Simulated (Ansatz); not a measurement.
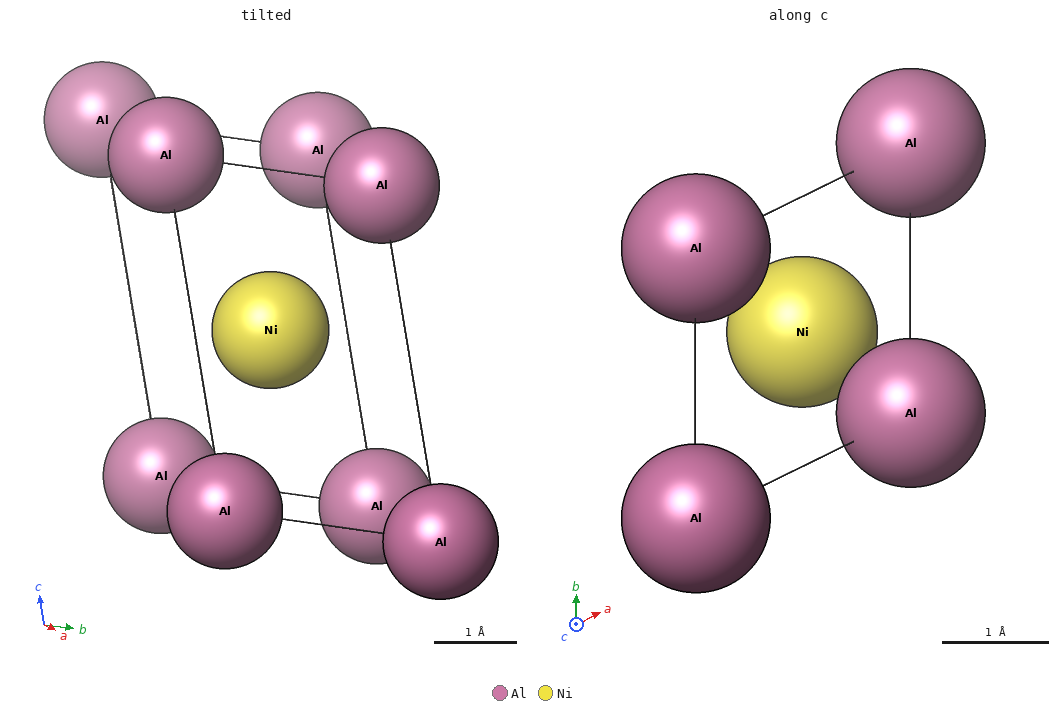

Crystal structure, spheres-only style, seen slightly off an axis and along the c axis. Atoms at the boundary of the simulation cell (the box) are drawn once for each face, edge or corner they touch.

The run was set up as follows:
```yaml
crystal:
  lattice:
    - [2.3256648924, -1.2427731077, -0.4228374901]
    - [2.3917534067, 1.3465306227, -0.155124494]
    - [-1.8646512189, 0.3502206323, 4.3061789639]
  atoms:
    - { symbol: Al, position: [0.0028494701, 0.0011804936, -0.0004122012] }
    - { symbol: Ni, position: [0.4971505299, 0.4988195064, 0.5004122012] }
basis:
  ecutwfc: 420
kpoints:
  mp_grid: { grid: [15, 15, 14] }
hamiltonian:
  xc: pbe
scf:
  occupations: { method: gaussian, width: 0.15 }
output:
  forces: true
  stress: true
  eigenvalues: true
```
Run as:
```sh
ansatz run input.yaml --threads 1 --pin off --max-ram 2560MiB --backend cpu --events-out ev --progress --plain --runs-dir out
```

Method used: DFT PBE, scalar-relativistic, plane waves, PAW in Ansatz 0.2.0. It ran with plane waves up to 420 eV, a 15×15×14 sampling of the Brillouin zone, Gaussian smearing of 0.15 eV, no spin polarisation (a spin-restricted run, not always the ground state).

Is it conducting or gapped at this level?

A metal: bands cross the Fermi level.

How far is the cell from zero pressure?

The computed pressure is 4.5 GPa (compressed: it would expand). The stress isn't hydrostatic: its largest component is 8.9 GPa.

Starting structure: a structure listed in the Materials Project. The cell was then strained or its atoms displaced on purpose. It was run through Ansatz as a DFT input.

At this level of theory the cell isn't at rest (compressed, at 5 GPa), so its distances can differ from those at equilibrium, the more so the softer the solid.
